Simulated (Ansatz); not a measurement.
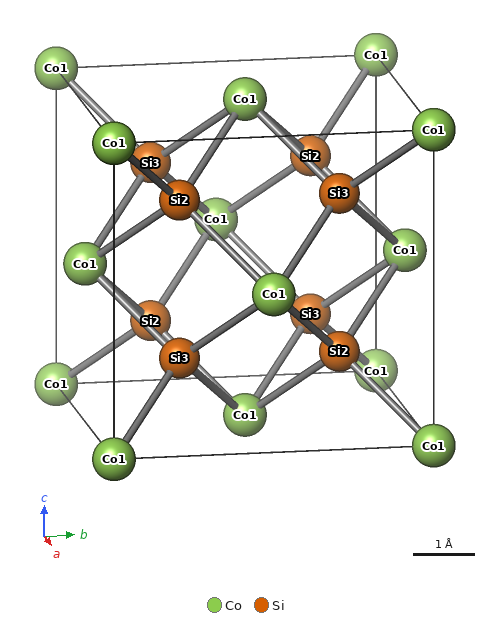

The input geometry of run A (ball-and-stick view of the cell 4 times as large as that of the calculation, set on its symmetry axes, seen slightly off an axis; atoms are numbered from 1 in the order of the input).

## Mending a single-point calculation on CoSi$_{2}$

System: CoSi$_{2}$ (Fm-3m, 3 atoms in the cell).
Method of run A: DFT, PBE, plane waves, PAW (Ansatz 0.2.0).

The structure derives from a Materials Project entry. Text and figures count atoms from 1; the logs count them from 0 in places.

## Input file, run A
```yaml
crystal:
  lattice:
    - [3.7897960487, 0.0, 0.0]
    - [-1.8948980243, 3.2820596533, 0.0]
    - [1.8948980243, 1.0940198844, 3.0943555162]
  atoms:
    - { symbol: COx, position: [0.0, 0.0, 0.0] }
    - { symbol: Si, position: [0.5, 0.25, 0.25] }
    - { symbol: Si, position: [0.5, 0.75, 0.75] }
basis:
  ecutwfc: 420
kpoints:
  mp_grid: { grid: [9, 9, 11] }
hamiltonian:
  xc: pbe
scf:
  occupations: { method: gaussian, width: 0.1 }
  max_iter: 60
output:
  forces: true
  eigenvalues: true
  stress: true
```

Launched with:
```bash
ansatz run input.yaml --threads 4 --pin off --max-ram 8192MiB --backend cpu --events-out ev --progress --plain --runs-dir out
```

Hardware: 4 threads of Arm Neoverse V2, 128 GiB of memory available, shared host.

## Output (run A)
```
Error: YAML parse error: error: line 7 column 17: `COx` is not an element symbol (H … Og, case-exact)
 --> <input>:7:17
  |
5 |     - [1.8948980243, 1.0940198844, 3.0943555162]
6 |   atoms:
7 |     - { symbol: COx, position: [0.0, 0.0, 0.0] }
  |                 ^ `COx` is not an element symbol (H … Og, case-exact)
8 |     - { symbol: Si, position: [0.5, 0.25, 0.25] }
9 |     - { symbol: Si, position: [0.5, 0.75, 0.75] }
  |
```

What should be changed in this input?

The input was spoiled on purpose: an unknown element (`crystal.atoms[0].symbol`). The program refused the input: “YAML parse error: error: line 7 column 17: `COx` is not an element symbol (H … Og, case-exact) --> <input>:7:17 | 5 | - [1.8948980243, 1.0940198844, 3.0943555162] 6 | atoms: 7 | - { symbol: COx, position: [0.0, 0.0, 0.0] } | ^ `COx` is not an element symbol (H … Og, case-exact) 8 | - { symbol: Si, position: [0.5, …”

A run of the same system that converges differs from this input as follows (lines with − go, lines with + come):
```diff
-    - { symbol: COx, position: [0.0, 0.0, 0.0] }
+    - { symbol: Co, position: [0.0, 0.0, 0.0] }
-  max_iter: 60
```

## Output, shortened to warnings, some set-up lines, iterations and results (run B)
```
Warning: crystal.symmetry: narrowed to the stabiliser of the k-point mesh — unitary ops 48 → 4; excluded 44 operations that carry a point of the 9×9×11 mesh (shift [0, 0, 0]) off the mesh (the run samples exactly the mesh kpoints.mp_grid names, as under crystal.symmetry.detect: false, and its converged state has the mesh's symmetry, not the crystal's; ε∞, the Born charges and the force constants …
Basis set: ecut = 420 eV, 749 PW (Γ), exchange–correlation on 54×54×54 points (8 copies of the dense FFT grid, shifted against one another)
Symmetry: 4 space group operations
k-points: 250 of 891
Initial density: superposition of atomic densities (neutral atoms: chi_scale 0, normalization atom), corrected by the library's trained network
[...]
SCF iter   1: F=—  HF=-6399.178412 eV  |F-HF|=—  |Δ(HF+E_count)|=         —  Δρ=5.78e-3  dr2=1.30e-2  ethr=1.77e-3  ⟨swp⟩=5.1  Hψ=21995  notcnv=0
SCF iter   2: F=—  HF=-6399.177860 eV  |F-HF|=—  |Δ(HF+E_count)|=   5.53e-4  Δρ=3.09e-3  dr2=4.53e-3  ethr=5.18e-5  ⟨swp⟩=1.1  Hψ=6276  notcnv=0
SCF iter   3: F=—  HF=-6399.177756 eV  |F-HF|=—  |Δ(HF+E_count)|=   1.04e-4  Δρ=1.02e-3  dr2=2.60e-4  ethr=1.81e-5  ⟨swp⟩=2.1  Hψ=6195  notcnv=0
SCF iter   4: F=—  HF=-6399.177813 eV  |F-HF|=—  |Δ(HF+E_count)|=   5.74e-5  Δρ=7.84e-4  dr2=1.64e-4  ethr=1.04e-6  ⟨swp⟩=2.1  Hψ=6512  notcnv=0
SCF iter   5: F=—  HF=-6399.177816 eV  |F-HF|=—  |Δ(HF+E_count)|=   3.30e-6  Δρ=2.01e-4  dr2=1.37e-5  ethr=6.58e-7  ⟨swp⟩=1.1  Hψ=4209  notcnv=0
SCF iter   6: F=—  HF=-6399.177812 eV  |F-HF|=—  |Δ(HF+E_count)|=   4.75e-6  Δρ=1.70e-4  dr2=7.69e-6  ethr=5.50e-8  ⟨swp⟩=1.5  Hψ=4684  notcnv=0
SCF iter   7: F=-6399.177811 eV  HF=-6399.177812 eV  |F-HF|=2.90e-8  |Δ(HF+E_count)|=   5.77e-8  Δρ=1.49e-5  dr2=7.35e-8  ethr=4.00e-10  ⟨swp⟩=4.7  Hψ=19303  notcnv=0
SCF 1 converged in 7 iterations: F = -6399.177811 eV  dr2 = 7.35e-8
SCF converged after 7 iterations
Free energy (F): -6399.177811 eV
Harris-Foulkes:  -6399.177812 eV  (|F-HF|=2.90e-8)
Internal energy: -6399.172805 eV  (E = F + TS)
E sigma→0 (E₀):  -6399.175308 eV
Entropy (-TS):   -0.005006 eV (-1.669 meV/atom)
Fermi energy:    12.847143 eV
--- Per-component energies (eV) ---
  E_band       = -284.753111
  E_kinetic    = 547.371823
  E_local      = -4098.536009  (includes V_loc(G=0)·N_el)
  E_nonlocal   = 501.250946
  E_hartree    = 1783.158191
  E_xc         = -274.038950
  E_vxc        = -305.174390  (∫ρ·V_xc dr)
  E_paw        = -2541.441610  (= ΣΔE_a)
  E_vpaw       = -495.963815  (= ΣTr[D̂ρ^β])
  E_aug_tail   = 0.000158  (compensation charges beyond the density's cutoff)
  E_ewald      = -2316.937355
  E_smearing   = -0.005006  (= −TS)
  E_closure    = 0.000000  (closes the sum)
  Σ components = -6399.177811   (vs F -6399.177811, Δ=0.00e0)
--- Forces (eV/Å), atoms counted from 1 ---
  atom   1  Co     0.00000000     0.00000000     0.00000000
  atom   2  Si    -0.00301246    -0.00173925     0.00798047
  atom   3  Si     0.00301246     0.00173925    -0.00798047
  max |Σ_I F_I| component: 0.00e0 eV/Å
--- Stress (GPa, compression-positive) ---
        0.032057      -0.005750      -0.018507
       -0.005750       0.038696      -0.010685
       -0.018508      -0.010685       0.069272
  P = ⅓ Tr σ = 0.0467 GPa (0.467 kbar)
```

## The two runs side by side

| quantity | run A | run B |
| --- | --- | --- |
| outcome | refused | converged |
| free energy per atom (eV) | – | −2133.0593 |
| gap on the mesh (eV) | – | 0.00 |
| pressure (GPa) | – | 0.05 |
| volume per atom (Å³) | – | 12.83 |
| largest force (eV/Å) | – | 0.009 |
| SCF iterations | – | 7 |
| irreducible k-points | – | 250 |
| plane waves at Γ | – | 749 |

Notes on run B: Warnings of the run: the k-point mesh lowers the symmetry that the run can use. The run has no spin polarisation, so a magnetic state may lie lower.
